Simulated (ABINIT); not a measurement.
Optical-spectrum calculation of Hf (part 1 of 2)

- system: Hf (Pm-3m, 1 atom in the cell)
- method: Kohn-Sham DFT of a periodic cell, LDA, HGH LDA semicore, no spin polarisation (ABINIT 10.8.3)

The structure was built on a prototype by a generator; it need not be a known phase. The geometry was changed: volume scaled by 0.92.

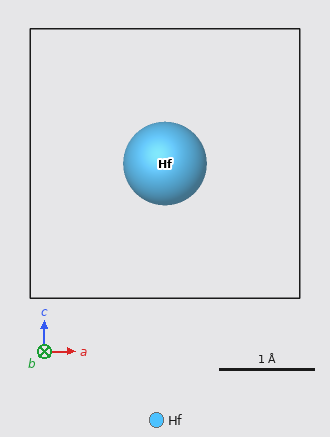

Fig. 1: The input geometry (ball-and-stick view of the cell of the calculation, along the b axis). An atom can appear more than once, as a periodic image. Near neighbours in the periodic cell (some may lie outside the picture): Hf has 6 Hf at 2.83 Å.

The input:
```
# Datasets
ndtset 3

# Pseudopotentials
pp_dirpath "./"
pseudos "Hf_sc.hgh"

# Structure
acell 3*1.0
rprim
     5.3553686540     0.0000000000     0.0000000000
     0.0000000000     5.3553686540     0.0000000000
     0.0000000000     0.0000000000     5.3553686540
ntypat 1
znucl 72
natom 1
typat 1
chkprim 0
chksymtnons 0
tolsym 1.0e-6
xred
            1/2            1/2            1/2

# Plane-wave basis
ecut 45.0

# k points
ngkpt 16 16 16
nshiftk 1
shiftk 0.5 0.5 0.5
istwfk *1

# Exchange and correlation
ixc 7

# Bands and occupations
occopt 3
tsmear 0.00734986

# SCF cycle
nstep 80

# Output
iomode 3
prteig 0
prtebands 0

# Dataset 1: ground state
nband1 10
tolvrs1 1.0e-12
prtden1 1
prtwf1 0
kptopt1 1

# Dataset 2: empty bands at fixed density
iscf2 -3
getden2 1
nband2 18
nbdbuf2 4
tolwfr2 1.0e-12
nstep2 120
prtden2 0
kptopt2 1

# Dataset 3: wave functions and velocity matrix elements in the full zone
optdriver3 8
wfk_task3 "wfk_optics_fullbz"
getwfk3 2
nband3 14
kptopt3 1
prtevk3 1
inclvkb3 2
```

File optic.abi:
```
&FILES
 ddkfile_1 = 'runo_DS3_1_EVK.nc',
 ddkfile_2 = 'runo_DS3_2_EVK.nc',
 ddkfile_3 = 'runo_DS3_3_EVK.nc',
 wfkfile = 'runo_DS3_WFK.nc'
/
&PARAMETERS
 broadening = 0.005512,
 domega = 0.002,
 maxomega = 0.8,
 scissor = 0.000000,
 tolerance = 0.002
/
&COMPUTATIONS
 num_lin_comp = 1,
 lin_comp = 11,
 num_nonlin_comp = 0
/
```

Machine: 1 thread of Intel Xeon (Sapphire Rapids), 32 GiB of memory available, shared host.

Command:
```bash
abinit run.abi > log 2>&1
optic optic.abi > optic.log 2>&1
```

What the program printed:
```
.Version 10.8.3 of ABINIT
 DATASET    1 : space group Pm -3 m (#221); Bravais cP (primitive cubic)
================================================================================
 Values of the parameters that define the memory need for DATASET  1.
     intxc =       0    ionmov =       0      iscf =       7    lmnmax =       7
     lnmax =       7     mgfft =      36  mpssoang =       3    mqgrid =    3001
     natom =       1  nloc_mem =       1    nspden =       1   nspinor =       1
    nsppol =       1      nsym =      48    n1xccc =       0    ntypat =       1
    occopt =       3   xclevel =       1
       mpw =        2260          nfft =       46656          nkpt =         120
================================================================================
================================================================================

 DATASET    2 : space group Pm -3 m (#221); Bravais cP (primitive cubic)
================================================================================
 Values of the parameters that define the memory need for DATASET  2.
     intxc =       0    ionmov =       0      iscf =      -3    lmnmax =       7
     lnmax =       7     mgfft =      36  mpssoang =       3    mqgrid =    3001
     natom =       1  nloc_mem =       1    nspden =       1   nspinor =       1
    nsppol =       1      nsym =      48    n1xccc =       0    ntypat =       1
    occopt =       3   xclevel =       1
       mpw =        2260          nfft =       46656          nkpt =         120
================================================================================
================================================================================

 DATASET    3 : space group Pm -3 m (#221); Bravais cP (primitive cubic)
================================================================================
 Values of the parameters that define the memory need for DATASET  3.
     intxc =       0    ionmov =       0      iscf =       7    lmnmax =       7
     lnmax =       7     mgfft =      36  mpssoang =       3    mqgrid =    3001
     natom =       1  nloc_mem =       1    nspden =       1   nspinor =       1
    nsppol =       1      nsym =      48    n1xccc =       0    ntypat =       1
    occopt =       3   xclevel =       1
       mpw =        2260          nfft =       46656          nkpt =         120
================================================================================
================================================================================

--------------------------------------------------------------------------------
------------- Echo of variables that govern the present computation ------------
--------------------------------------------------------------------------------
 -outvars: echo values of preprocessed input variables --------
            acell      1.0000000000E+00  1.0000000000E+00  1.0000000000E+00 Bohr
              amu      1.78490000E+02
          chkprim           0
      chksymtnons           0
             ecut      4.50000000E+01 Hartree
           getden1          0
           getden2          1
           getden3          0
           getwfk1          0
           getwfk2          0
           getwfk3          2
             iscf1          7
             iscf2         -3
             iscf3          7
              ixc           7
           jdtset        1    2    3
                       outvar_i_n : Printing only first  50 k-points.
         kptrlatt       16    0    0      0   16    0      0    0   16
          kptrlen      8.56858985E+01
            natom           1
            nband1         10
            nband2         18
            nband3         14
           nbdbuf1          0
           nbdbuf2          4
           nbdbuf3          0
           ndtset           3
            ngfft          36      36      36
             nkpt         120
            nstep1         80
            nstep2        120
            nstep3         80
             nsym          48
           ntypat           1
                       prtocc : prtvol=0, do not print more k-points.
                       prtocc : prtvol=0, do not print more k-points.
                       prtocc : prtvol=0, do not print more k-points.
           occopt           3
        optdriver1          0
        optdriver2          0
        optdriver3          8
           prtden1          1
           prtden2          0
           prtden3          1
        prtebands           0
           prteig           0
           prtevk1          0
           prtevk2          0
           prtevk3          1
            prtwf1          0
            prtwf2          1
            prtwf3          1
            rprim      5.3553686540E+00  0.0000000000E+00  0.0000000000E+00
                       0.0000000000E+00  5.3553686540E+00  0.0000000000E+00
                       0.0000000000E+00  0.0000000000E+00  5.3553686540E+00
           shiftk      5.00000000E-01  5.00000000E-01  5.00000000E-01
          spgroup         221
           tolsym      1.00000000E-06
           tolvrs1     1.00000000E-12
           tolvrs2     0.00000000E+00
           tolvrs3     0.00000000E+00
           tolwfr1     0.00000000E+00
           tolwfr2     1.00000000E-12
           tolwfr3     0.00000000E+00
           tsmear      7.34986000E-03 Hartree
            typat      1
         wfk_task1          0
         wfk_task2          0
         wfk_task3          7
                       outvars : Printing only first  50 k-points.
           xangst      1.4169695229E+00  1.4169695229E+00  1.4169695229E+00
            xcart      2.6776843270E+00  2.6776843270E+00  2.6776843270E+00
             xred      5.0000000000E-01  5.0000000000E-01  5.0000000000E-01
            znucl       72.00000

================================================================================

 chkinp: Checking input parameters for consistency, jdtset=   1.

 chkinp: Checking input parameters for consistency, jdtset=   2.

 chkinp: Checking input parameters for consistency, jdtset=   3.

================================================================================
== DATASET  1 ==================================================================

--- !DatasetInfo
iteration_state: {dtset: 1, }
dimensions: {natom: 1, nkpt: 120, mband: 10, nsppol: 1, nspinor: 1, nspden: 1, mpw: 2260, }
cutoff_energies: {ecut:  45.0, pawecutdg:  -1.0, }
electrons: {nelect:   1.20000000E+01, charge:   0.00000000E+00, occopt:   3.00000000E+00, tsmear:   7.34986000E-03, }
meta: {optdriver: 0, ionmov: 0, optcell: 0, iscf: 7, paral_kgb: 0, }
...

 Exchange-correlation functional for the present dataset will be:
  LDA: Perdew-Wang 92 LSD fit to Ceperley-Alder data - ixc=7
  J.P.Perdew and Y.Wang, PRB 45, 13244 (1992)

 Real(R)+Recip(G) space primitive vectors, cartesian coordinates (Bohr,Bohr^-1):
 R(1)=  5.3553687  0.0000000  0.0000000  G(1)=  0.1867285  0.0000000  0.0000000
 R(2)=  0.0000000  5.3553687  0.0000000  G(2)=  0.0000000  0.1867285  0.0000000
 R(3)=  0.0000000  0.0000000  5.3553687  G(3)=  0.0000000  0.0000000  0.1867285
 Unit cell volume ucvol=  1.5359183E+02 bohr^3
 Angles (23,13,12)=  9.00000000E+01  9.00000000E+01  9.00000000E+01 degrees

 getcut: wavevector=  0.0000  0.0000  0.0000  ngfft=  36  36  36
         ecut(hartree)=     45.000   => boxcut(ratio)=   2.22609

 getcut : COMMENT -
  Note that boxcut > 2.2 ; recall that boxcut=Gcut(box)/Gcut(sphere) = 2
  is sufficient for exact treatment of convolution.
  Such a large boxcut is a waste : you could raise ecut
  e.g. ecut=   55.748863 Hartrees makes boxcut=2

--- Pseudopotential description ------------------------------------------------
- pspini: atom type   1  psp file is ./Hf_sc.hgh
  72.00000  12.00000     10605                znucl, zion, pspdat
    3    1    2    0      2001   0.00000      pspcod,pspxc,lmax,lloc,mmax,r2well

 pspatm : COMMENT -
  the projectors are not normalized,
  so that the KB energies are not consistent with
  definition in PRB44, 8503 (1991).
  However, this does not influence the results obtained hereafter.

   5.06858235E+02                                ecore*ucvol(ha*bohr**3)
--------------------------------------------------------------------------------

================================================================================

--- !BeginCycle
iteration_state: {dtset: 1, }
solver: {iscf: 7, nstep: 80, nline: 4, wfoptalg: 0, }
tolerances: {tolvrs: 1.00E-12, }
...

     iter   Etot(hartree)      deltaE(h)  residm     vres2
 ETOT  1  -49.122668108883    -4.912E+01 2.061E-01 7.672E+03
 ETOT  2  -50.092609775235    -9.699E-01 2.085E-02 1.694E+02
 ETOT  3  -50.117373417071    -2.476E-02 5.244E-03 6.782E-01
 ETOT  4  -50.117434261493    -6.084E-05 1.268E-03 2.776E-03
 ETOT  5  -50.117434439606    -1.781E-07 2.618E-04 4.963E-05
 ETOT  6  -50.117434442563    -2.957E-09 1.055E-04 2.635E-07
 ETOT  7  -50.117434442576    -1.304E-11 2.641E-05 9.439E-10
 ETOT  8  -50.117434442576    -2.842E-13 1.174E-05 1.121E-11
 ETOT  9  -50.117434442577    -4.476E-13 2.832E-06 2.182E-14

 At SCF step    9       vres2   =  2.18E-14 < tolvrs=  1.00E-12 =>converged.

 Cartesian components of stress tensor (hartree/bohr^3)
  sigma(1 1)= -7.51765309E-06  sigma(3 2)=  0.00000000E+00
  sigma(2 2)= -7.51765309E-06  sigma(3 1)=  0.00000000E+00
  sigma(3 3)= -7.51765309E-06  sigma(2 1)=  0.00000000E+00
```
